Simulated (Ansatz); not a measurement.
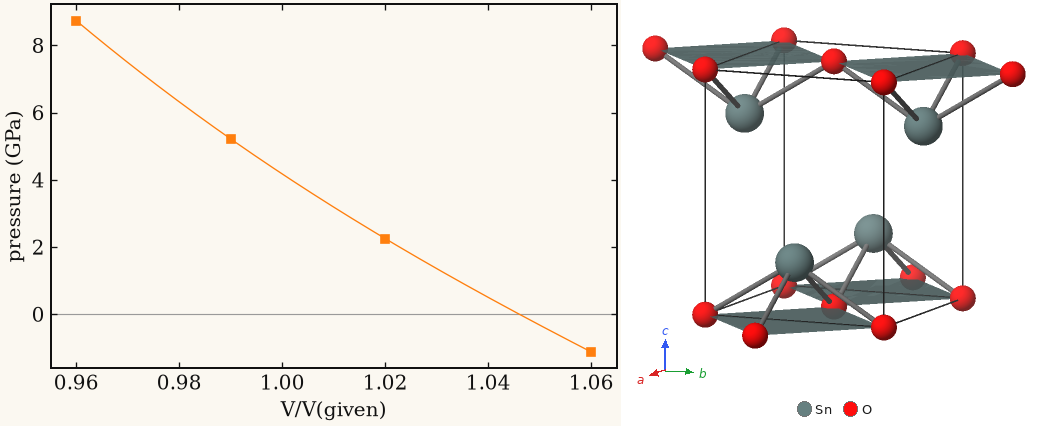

The picture above shows the pressure against V/V(given) for SnO, space group P4/nmm (No. 129). The conventional cell is drawn beside the plot.

Structure:
```xyz
4
Lattice="3.8020 0.0000 0.0000 0.0000 3.8020 0.0000 0.0000 0.0000 4.8360" Properties=species:S:1:pos:R:3 pbc="T T T"
Sn    0.0000    1.9010    1.1534
Sn    1.9010    0.0000    3.6826
O     0.0000    0.0000    0.0000
O     1.9010    1.9010    0.0000
```

How it was computed, with Ansatz 0.2.0: periodic Kohn-Sham DFT of a crystal at fixed atoms, scaled to the stated factor times the given cell; pressure positive in compression. Level: PBE.

```
       setting            value
        method  frozen-core PAW
    relativity           scalar
        k mesh            8×8×6
   occupations      Fermi–Dirac
smearing width          0.01 eV
   wave cutoff           420 eV
       PAW set           soft_2
```

V(given) is 17.48 Å³/atom.

Q: What does the pressure do across the range?

A: It falls from 8.735 GPa at V/V(given) 0.96 to −1.123 GPa at 1.06, and changes sign near 1.05.

Keep in mind: field gradient without spin-orbit coupling on heavy atoms; no gap: field gradients move with the k mesh; small gap, it may come from the mesh; shape and atomic fractions are frozen while scaling, which makes layered, chain and framework solids too stiff.

The computed values:

```json
{"V/V(given)": "0.96", "pressure (GPa)": "8.735"}
{"V/V(given)": "0.99", "pressure (GPa)": "5.215"}
{"V/V(given)": "1.02", "pressure (GPa)": "2.250"}
{"V/V(given)": "1.06", "pressure (GPa)": "-1.123"}
```
